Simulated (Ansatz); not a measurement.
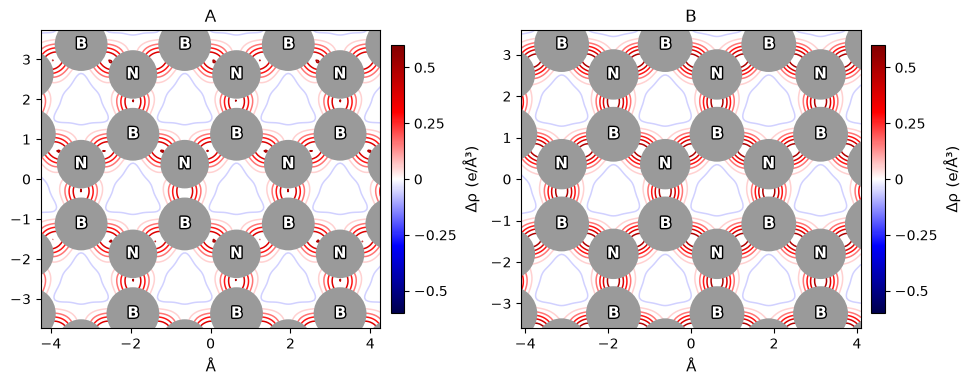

BN: deformation density on the (001) plane of the conventional cell at two volumes, with the same fractional coordinates and one colour scale. Grey discs cover the cores.

Space group P6_3/mmc.

Level of theory: DFT PBE, scalar-relativistic, plane waves, PAW in Ansatz 0.2.0.

Question: How do the two volumes compare, and how does the bonding charge respond?

Answer: A is the larger cell: A has 112 % of the volume of B. The pressure is 5 GPa in B and −18 GPa in A. Bader charges in B: B +2.22 and N −2.22 e; in A: B +2.18 and N −2.18 e. The rearranged charge is 0.28 e an atom in B and 0.27 e in A.

Run times: 15 s (base cell) and 14 s (scaled cell), on 2 threads of Intel(R) Xeon(R) 6975P-C (Granite Rapids), with other jobs on the host.
